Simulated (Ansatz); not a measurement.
**Run report: Au, geometry relaxation (part 1 of 3)**

Au (Im-3m, 3 atoms in the cell), computed with DFT PBEsol, scalar-relativistic, plane waves, PAW, no spin polarisation (Ansatz 0.2.0).

The structure derives from a Materials Project entry. It belongs to a series of runs on one base structure; here: 0 of 3 Au sites taken by Cu, cell and atoms relaxed.

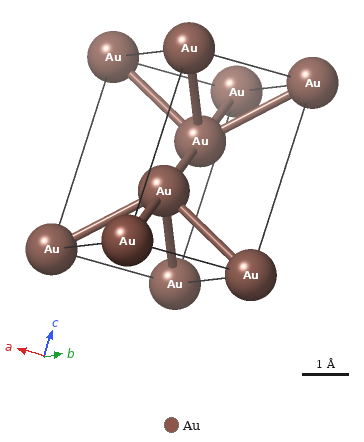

Figure 1. The input geometry (ball-and-stick view of the cell of the calculation, seen at an oblique angle).

Summary:

```tsv
quantity	value
outcome	converged
space group (tolerance 0.01 Å)	Im-3m (229) → I4/mmm (139)
electrons treated	57
free energy	−39021.3009 eV
Fermi energy	20.473 eV
gap on the k-point mesh	none (metallic)
pressure	0.02 GPa
final volume	51.04 Å³
largest force (length of the vector) at the end	under 0.001 eV/Å
final cell	a = 2.907 Å, b = 2.907 Å, c = 6.380 Å, α = 103.17°, β = 103.17°, γ = 90.00°
hardware	1 thread of Intel Xeon (Sapphire Rapids), 192 GiB of memory available, shared host
wall time	3.6 min
peak memory	0.6 GiB
```

Remarks:

Spin–orbit coupling is left out, which matters for Au.

The input:
```yaml
crystal:
  lattice:
    - [0.0, 0.0, -3.2421467878]
    - [-3.2421467878, 0.0, 0.0]
    - [1.6210733939, 4.8632201818, 1.6210733939]
  atoms:
    - { symbol: Au, position: [0.6666666667, 0.6666666667, 0.3333333333] }
    - { symbol: Au, position: [0.0, 0.0, 0.0] }
    - { symbol: Au, position: [0.3333333333, 0.3333333333, 0.6666666667] }
basis:
  ecutwfc: 420
kpoints:
  mp_grid: { grid: [14, 14, 14] }
hamiltonian:
  xc: pbesol
scf:
  occupations: { method: gaussian, width: 0.1 }
output:
  forces: true
  stress: true
  eigenvalues: true
  write_density: true
  write_potential: true
  elf: true
  volumetric_format: npy
relax:
  adjacent_minimum: "off"
  f_tol: 0.015
  max_steps: 60
  cell: { stress_tol: 0.15 }
```

Launch command:
```bash
ansatz run input.yaml --threads 1 --pin off --max-ram 2560MiB --backend cpu --events-out ev --progress --plain --runs-dir out
```

The program's output:
```
Engine: ansatz 0.2.0, x86_64-unknown-linux-gnu
Pseudopotentials: kind: paw
Pseudopotential: Au, paw, valence charge 19, recommended cutoff 420 eV (normal), Au.paw.azcp
Functional definition: PBEsol
  exchange = pbesol_x
  correlation = pbesol_c
Crystal: 3 atoms, lattice volume = 51.120 Å³
Basis set: ecut = 420 eV, 989 PW (Γ), exchange–correlation on 48×48×72 points (8 copies of the dense FFT grid, shifted against one another)
Bands: 35, of which v1, the nominal top of the filled ones, is band 29 counted from 1 (28 counted from 0)
Symmetry: 48 space group operations
Space group: Im-3m (ITA 229), of the structure as read, at distance tolerance 3.7e-5 Å
k-points: 244 of 2744
Non-local potential: Au, projectors of the file, l = 0: 3, l = 1: 2, l = 2: 2, l = 3: 1
PAW form: soft (Blöchl's): semilocal exchange-correlation on the pseudo side does not see the compensation charge
PAW frozen core: Au, regenerated for the run's functional, and the local potential with it (the file was generated under x = pbe(κ = 0.804, μ = 0.2195149727645171), c = pbe(β = 0.06672455060314922))
PAW one-centre angular grid: Au, 590 points (default); XC on 64 Gauss nodes
Initial density: superposition of atomic densities (neutral atoms: chi_scale 0, normalization atom), corrected by the library's trained network
Initial wavefunctions: pseudopotential atomic-orbital guess
Functional: x = pbesol(κ = 0.804, μ = 0.12345679012345678), c = pbesol(β = 0.046)
SCF iter   1: F=—  HF=-39021.237493 eV  |F-HF|=—  |Δ(HF+E_count)|=         —  Δρ=6.40e-3  dr2=1.90e-2  ethr=1.77e-3  ⟨swp⟩=5.5  Hψ=29063  notcnv=0  defer=66
preconditioner: auto → Kerker (q_TF=auto, 2.778 Å⁻¹)  [metal: Δε(μ)=0.029 eV  Ē_g=11.230 eV  σ=0.100 eV  W_gap=0.16  n_scr=24 (ndim 8)  ℏωp=29.8 eV  f_vac=0.000  D(μ)=0.94/eV (n_scr^D=2)]
SCF iter   2: F=—  HF=-39021.234450 eV  |F-HF|=—  |Δ(HF+E_count)|=   3.04e-3  Δρ=2.72e-3  dr2=3.14e-3  ethr=3.33e-5  ⟨swp⟩=2.3  Hψ=14512  notcnv=0  defer=72
SCF iter   3: F=—  HF=-39021.233526 eV  |F-HF|=—  |Δ(HF+E_count)|=   9.24e-4  Δρ=5.55e-4  dr2=7.60e-5  ethr=5.51e-6  ⟨swp⟩=2.0  Hψ=11551  notcnv=0  defer=72
SCF iter   4: F=—  HF=-39021.233527 eV  |F-HF|=—  |Δ(HF+E_count)|=   5.74e-7  Δρ=9.80e-5  dr2=2.25e-6  ethr=1.33e-7  ⟨swp⟩=2.0  Hψ=13506  notcnv=0  defer=72
SCF iter   5: F=—  HF=-39021.233527 eV  |F-HF|=—  |Δ(HF+E_count)|=   2.56e-7  Δρ=1.80e-5  dr2=1.66e-7  ethr=3.94e-9  ⟨swp⟩=3.0  Hψ=17319  notcnv=0  defer=72
SCF iter   6: F=-39021.233527 eV  HF=-39021.233527 eV  |F-HF|=2.11e-10  |Δ(HF+E_count)|=   1.33e-8  Δρ=2.67e-6  dr2=2.54e-9  ethr=1.75e-10  ⟨swp⟩=10.7  Hψ=49677  notcnv=0
SCF 1 converged in 6 iterations: F = -39021.233527 eV  dr2 = 2.54e-9
  greatest PAW one-centre occupation: 1.001 electrons in one spin orbital (limit 2), on the Au atom at site 2 (counted from 0), in its partial waves of l = 0
relax step   1: F+E_penalty+E_count = -39021.23352685 eV  Δ(F+E_penalty+E_count) = +0.000e0 eV  max|allowed force component| = 5.610e-29 eV/Å  Δτ_max = 0.0000 Å  P = +0.245 GPa  Ω = 51.120 Å³  (6 SCF iters, dr2 threshold 1.00e-7 eV, accepted)
Crystal: 3 atoms, lattice volume = 51.340 Å³
Initial density: handed on by an earlier stage of this run
Initial wavefunctions: those handed on with the density
iter 1 solved again at ethr=1.63e-7 eV; its pass at ethr=3.10e-3 eV (dr2=9.31e-5 eV) is discarded
SCF iter   1: F=—  HF=-39021.234631 eV  |F-HF|=—  |Δ(HF+E_count)|=         —  Δρ=6.38e-4  dr2=1.23e-4  ethr=1.63e-7  ⟨swp⟩=2.6  Hψ=44032  notcnv=0
preconditioner: auto → Kerker (q_TF=auto, 2.776 Å⁻¹)  [metal: Δε(μ)=0.060 eV  Ē_g=11.220 eV  σ=0.100 eV  W_gap=0.32  n_scr=24 (ndim 8)  ℏωp=29.8 eV  f_vac=0.000  D(μ)=0.82/eV (n_scr^D=2)]
SCF iter   2: F=—  HF=-39021.234606 eV  |F-HF|=—  |Δ(HF+E_count)|=   2.50e-5  Δρ=3.66e-4  dr2=3.80e-5  ethr=1.63e-7  ⟨swp⟩=1.0  Hψ=8540  notcnv=0
SCF iter   3: F=—  HF=-39021.234599 eV  |F-HF|=—  |Δ(HF+E_count)|=   7.97e-6  Δρ=4.93e-5  dr2=5.88e-7  ethr=6.66e-8  ⟨swp⟩=2.4  Hψ=12360  notcnv=0
SCF iter   4: F=-39021.234599 eV  HF=-39021.234599 eV  |F-HF|=8.56e-9  |Δ(HF+E_count)|=   1.75e-7  Δρ=9.45e-6  dr2=1.93e-8  ethr=5.26e-10  ⟨swp⟩=7.9  Hψ=49319  notcnv=0
SCF 2 converged in 4 iterations: F = -39021.234599 eV  dr2 = 1.93e-8
relax step   2: F+E_penalty+E_count = -39021.23459869 eV  Δ(F+E_penalty+E_count) = -1.072e-3 eV  max|allowed force component| = 4.838e-29 eV/Å  Δτ_max = 0.0000 Å  P = -0.493 GPa  Ω = 51.340 Å³  energy of the carried Pulay correction = -6.516e-5 eV  (4 SCF iters, dr2 threshold 3.00e-7 eV, accepted)
Crystal: 3 atoms, lattice volume = 51.645 Å³
Basis set: ecut = 420 eV, 1005 PW (Γ), exchange–correlation on 48×48×72 points (8 copies of the dense FFT grid, shifted against one another)
iter 1 solved again at ethr=3.33e-6 eV; its pass at ethr=3.10e-3 eV (dr2=1.90e-3 eV) is discarded
SCF iter   1: F=—  HF=-39021.238348 eV  |F-HF|=—  |Δ(HF+E_count)|=         —  Δρ=2.52e-3  dr2=1.43e-3  ethr=3.33e-6  ⟨swp⟩=2.5  Hψ=44879  notcnv=0
preconditioner: auto → Kerker (q_TF=auto, 2.774 Å⁻¹)  [metal: Δε(μ)=0.009 eV  Ē_g=11.198 eV  σ=0.100 eV  W_gap=0.05  n_scr=20 (ndim 8)  ℏωp=29.7 eV  f_vac=0.000  D(μ)=0.79/eV (n_scr^D=2)]
SCF iter   2: F=—  HF=-39021.238157 eV  |F-HF|=—  |Δ(HF+E_count)|=   1.92e-4  Δρ=1.48e-3  dr2=5.12e-4  ethr=2.50e-6  ⟨swp⟩=1.0  Hψ=8540  notcnv=0
SCF iter   3: F=—  HF=-39021.238079 eV  |F-HF|=—  |Δ(HF+E_count)|=   7.76e-5  Δρ=1.34e-4  dr2=4.56e-6  ethr=8.99e-7  ⟨swp⟩=2.3  Hψ=14148  notcnv=0
SCF iter   4: F=—  HF=-39021.238082 eV  |F-HF|=—  |Δ(HF+E_count)|=   2.75e-6  Δρ=4.53e-5  dr2=3.92e-7  ethr=5.26e-10  ⟨swp⟩=9.2  Hψ=55222  notcnv=0
SCF iter   5: F=-39021.238082 eV  HF=-39021.238082 eV  |F-HF|=9.46e-11  |Δ(HF+E_count)|=   1.34e-7  Δρ=5.34e-6  dr2=9.71e-9  ethr=5.26e-10  ⟨swp⟩=6.9  Hψ=43877  notcnv=0
SCF 3 converged in 5 iterations: F = -39021.238082 eV  dr2 = 9.71e-9
relax step   3: F+E_penalty+E_count = -39021.23808215 eV  Δ(F+E_penalty+E_count) = -3.483e-3 eV  max|allowed force component| = 5.434e-29 eV/Å  Δτ_max = 0.0000 Å  P = -1.485 GPa  Ω = 51.645 Å³  energy of the carried Pulay correction = -1.538e-4 eV  (5 SCF iters, dr2 threshold 3.00e-7 eV, accepted)
Crystal: 3 atoms, lattice volume = 51.498 Å³
Basis set: ecut = 420 eV, 997 PW (Γ), exchange–correlation on 48×48×72 points (8 copies of the dense FFT grid, shifted against one another)
iter 1 solved again at ethr=6.14e-6 eV; its pass at ethr=3.10e-3 eV (dr2=3.50e-3 eV) is discarded
SCF iter   1: F=—  HF=-39021.251795 eV  |F-HF|=—  |Δ(HF+E_count)|=         —  Δρ=3.62e-3  dr2=3.03e-3  ethr=6.14e-6  ⟨swp⟩=2.1  Hψ=44065  notcnv=0
preconditioner: auto → Kerker (q_TF=auto, 2.775 Å⁻¹)  [metal: Δε(μ)=0.036 eV  Ē_g=11.248 eV  σ=0.100 eV  W_gap=0.20  n_scr=20 (ndim 8)  ℏωp=29.7 eV  f_vac=0.000  D(μ)=0.57/eV (n_scr^D=2)]
SCF iter   2: F=—  HF=-39021.251302 eV  |F-HF|=—  |Δ(HF+E_count)|=   4.93e-4  Δρ=2.14e-3  dr2=1.13e-3  ethr=5.32e-6  ⟨swp⟩=1.0  Hψ=8540  notcnv=0
SCF iter   3: F=—  HF=-39021.251073 eV  |F-HF|=—  |Δ(HF+E_count)|=   2.29e-4  Δρ=1.97e-4  dr2=6.81e-6  ethr=1.98e-6  ⟨swp⟩=2.6  Hψ=14674  notcnv=0
SCF iter   4: F=—  HF=-39021.251057 eV  |F-HF|=—  |Δ(HF+E_count)|=   1.59e-5  Δρ=2.92e-5  dr2=2.41e-7  ethr=5.26e-10  ⟨swp⟩=7.0  Hψ=55746  notcnv=0
SCF iter   5: F=-39021.251057 eV  HF=-39021.251057 eV  |F-HF|=1.91e-9  |Δ(HF+E_count)|=   5.28e-8  Δρ=7.39e-6  dr2=1.41e-8  ethr=4.23e-10  ⟨swp⟩=5.4  Hψ=51882  notcnv=0
SCF 4 converged in 5 iterations: F = -39021.251057 eV  dr2 = 1.41e-8
relax step   4: F+E_penalty+E_count = -39021.25105673 eV  Δ(F+E_penalty+E_count) = -1.297e-2 eV  max|allowed force component| = 8.064e-29 eV/Å  Δτ_max = 0.0000 Å  P = -1.097 GPa  Ω = 51.498 Å³  energy of the carried Pulay correction = -1.079e-4 eV  (5 SCF iters, dr2 threshold 3.00e-7 eV, accepted)
Crystal: 3 atoms, lattice volume = 51.043 Å³
Basis set: ecut = 420 eV, 991 PW (Γ), exchange–correlation on 48×48×72 points (8 copies of the dense FFT grid, shifted against one another)
iter 1 solved again at ethr=8.01e-6 eV; its pass at ethr=3.10e-3 eV (dr2=4.57e-3 eV) is discarded
SCF iter   1: F=—  HF=-39021.263306 eV  |F-HF|=—  |Δ(HF+E_count)|=         —  Δρ=4.16e-3  dr2=4.00e-3  ethr=8.01e-6  ⟨swp⟩=2.0  Hψ=43953  notcnv=0
preconditioner: auto → Kerker (q_TF=auto, 2.779 Å⁻¹)  [metal: Δε(μ)=0.013 eV  Ē_g=11.344 eV  σ=0.100 eV  W_gap=0.07  n_scr=20 (ndim 8)  ℏωp=29.9 eV  f_vac=0.000  D(μ)=0.90/eV (n_scr^D=2)]
SCF iter   2: F=—  HF=-39021.262463 eV  |F-HF|=—  |Δ(HF+E_count)|=   8.43e-4  Δρ=2.41e-3  dr2=1.43e-3  ethr=7.02e-6  ⟨swp⟩=1.0  Hψ=8540  notcnv=0
SCF iter   3: F=—  HF=-39021.262065 eV  |F-HF|=—  |Δ(HF+E_count)|=   3.98e-4  Δρ=2.38e-4  dr2=1.15e-5  ethr=2.51e-6  ⟨swp⟩=2.7  Hψ=14778  notcnv=0
SCF iter   4: F=—  HF=-39021.262010 eV  |F-HF|=—  |Δ(HF+E_count)|=   5.45e-5  Δρ=4.43e-5  dr2=5.29e-7  ethr=2.01e-8  ⟨swp⟩=1.4  Hψ=10902  notcnv=0
SCF iter   5: F=-39021.262010 eV  HF=-39021.262010 eV  |F-HF|=5.57e-9  |Δ(HF+E_count)|=   8.20e-8  Δρ=8.99e-6  dr2=1.92e-8  ethr=5.26e-10  ⟨swp⟩=8.2  Hψ=51857  notcnv=0
SCF 5 converged in 5 iterations: F = -39021.262010 eV  dr2 = 1.92e-8
relax step   5: F+E_penalty+E_count = -39021.26201023 eV  Δ(F+E_penalty+E_count) = -1.095e-2 eV  max|allowed force component| = 5.750e-29 eV/Å  Δτ_max = 0.0000 Å  P = +0.080 GPa  Ω = 51.043 Å³  energy of the carried Pulay correction = +3.014e-5 eV  (5 SCF iters, dr2 threshold 3.00e-7 eV, accepted)
Crystal: 3 atoms, lattice volume = 50.746 Å³
Basis set: ecut = 420 eV, 967 PW (Γ), exchange–correlation on 48×48×72 points (8 copies of the dense FFT grid, shifted against one another)
iter 1 solved again at ethr=8.42e-6 eV; its pass at ethr=3.10e-3 eV (dr2=4.80e-3 eV) is discarded
SCF iter   1: F=—  HF=-39021.265098 eV  |F-HF|=—  |Δ(HF+E_count)|=         —  Δρ=4.24e-3  dr2=3.70e-3  ethr=8.42e-6  ⟨swp⟩=2.1  Hψ=43475  notcnv=0
preconditioner: auto → Kerker (q_TF=auto, 2.782 Å⁻¹)  [metal: Δε(μ)=0.061 eV  Ē_g=11.416 eV  σ=0.100 eV  W_gap=0.31  n_scr=20 (ndim 8)  ℏωp=29.9 eV  f_vac=0.000  D(μ)=0.71/eV (n_scr^D=2)]
SCF iter   2: F=—  HF=-39021.264231 eV  |F-HF|=—  |Δ(HF+E_count)|=   8.68e-4  Δρ=2.39e-3  dr2=1.28e-3  ethr=6.49e-6  ⟨swp⟩=1.0  Hψ=8540  notcnv=0
SCF iter   3: F=—  HF=-39021.263806 eV  |F-HF|=—  |Δ(HF+E_count)|=   4.25e-4  Δρ=2.25e-4  dr2=1.41e-5  ethr=2.25e-6  ⟨swp⟩=2.5  Hψ=14668  notcnv=0
SCF iter   4: F=—  HF=-39021.263828 eV  |F-HF|=—  |Δ(HF+E_count)|=   2.25e-5  Δρ=6.29e-5  dr2=1.03e-6  ethr=2.47e-8  ⟨swp⟩=2.5  Hψ=14948  notcnv=0
SCF iter   5: F=-39021.263828 eV  HF=-39021.263828 eV  |F-HF|=1.29e-8  |Δ(HF+E_count)|=   5.03e-8  Δρ=1.00e-5  dr2=2.06e-8  ethr=5.26e-10  ⟨swp⟩=8.2  Hψ=53716  notcnv=0
SCF 6 converged in 5 iterations: F = -39021.263828 eV  dr2 = 2.06e-8
relax step   6: F+E_penalty+E_count = -39021.26382811 eV  Δ(F+E_penalty+E_count) = -1.818e-3 eV  max|allowed force component| = 1.683e-29 eV/Å  Δτ_max = 0.0000 Å  P = +0.158 GPa  Ω = 50.746 Å³  energy of the carried Pulay correction = +1.219e-4 eV  (5 SCF iters, dr2 threshold 3.00e-7 eV, accepted)
Crystal: 3 atoms, lattice volume = 57.136 Å³
Basis set: ecut = 420 eV, 1151 PW (Γ), exchange–correlation on 48×48×72 points (8 copies of the dense FFT grid, shifted against one another)
iter 1 solved again at ethr=8.76e-5 eV; its pass at ethr=3.10e-3 eV (dr2=4.99e-2 eV) is discarded
SCF iter   1: F=—  HF=-39020.942013 eV  |F-HF|=—  |Δ(HF+E_count)|=         —  Δρ=9.02e-3  dr2=5.08e-2  ethr=8.76e-5  ⟨swp⟩=1.2  Hψ=43019  notcnv=0
preconditioner: auto → Kerker (q_TF=auto, 2.727 Å⁻¹)  [metal: Δε(μ)=0.029 eV  Ē_g=10.386 eV  σ=0.100 eV  W_gap=0.16  n_scr=20 (ndim 8)  ℏωp=28.2 eV  f_vac=0.000  D(μ)=0.97/eV (n_scr^D=2)]
SCF iter   2: F=—  HF=-39020.930286 eV  |F-HF|=—  |Δ(HF+E_count)|=   1.17e-2  Δρ=4.78e-3  dr2=1.20e-2  ethr=8.76e-5  ⟨swp⟩=1.2  Hψ=8965  notcnv=0
SCF iter   3: F=—  HF=-39020.927108 eV  |F-HF|=—  |Δ(HF+E_count)|=   3.18e-3  Δρ=1.13e-3  dr2=4.55e-4  ethr=2.11e-5  ⟨swp⟩=2.1  Hψ=10597  notcnv=0
SCF iter   4: F=—  HF=-39020.927155 eV  |F-HF|=—  |Δ(HF+E_count)|=   4.70e-5  Δρ=2.14e-4  dr2=1.47e-5  ethr=7.99e-7  ⟨swp⟩=2.3  Hψ=15387  notcnv=0
SCF iter   5: F=—  HF=-39020.927268 eV  |F-HF|=—  |Δ(HF+E_count)|=   1.13e-4  Δρ=5.46e-5  dr2=1.75e-6  ethr=2.57e-8  ⟨swp⟩=2.7  Hψ=16003  notcnv=0
SCF iter   6: F=-39020.927268 eV  HF=-39020.927268 eV  |F-HF|=2.40e-8  |Δ(HF+E_count)|=   1.43e-7  Δρ=1.32e-5  dr2=9.72e-8  ethr=5.26e-10  ⟨swp⟩=8.6  Hψ=54551  notcnv=0
SCF 7 converged in 6 iterations: F = -39020.927268 eV  dr2 = 9.72e-8
relax step   7: F+E_penalty+E_count = -39020.92726758 eV  Δ(F+E_penalty+E_count) = +3.366e-1 eV  max|allowed force component| = 1.069e-29 eV/Å  Δτ_max = 0.0000 Å  P = -15.540 GPa  Ω = 57.136 Å³  energy of the carried Pulay correction = -1.686e-3 eV  (6 SCF iters, dr2 threshold 3.00e-7 eV, rejected (line search))
Crystal: 3 atoms, lattice volume = 50.919 Å³
Basis set: ecut = 420 eV, 959 PW (Γ), exchange–correlation on 48×48×72 points (8 copies of the dense FFT grid, shifted against one another)
iter 1 solved again at ethr=6.65e-5 eV; its pass at ethr=3.10e-3 eV (dr2=3.79e-2 eV) is discarded
```
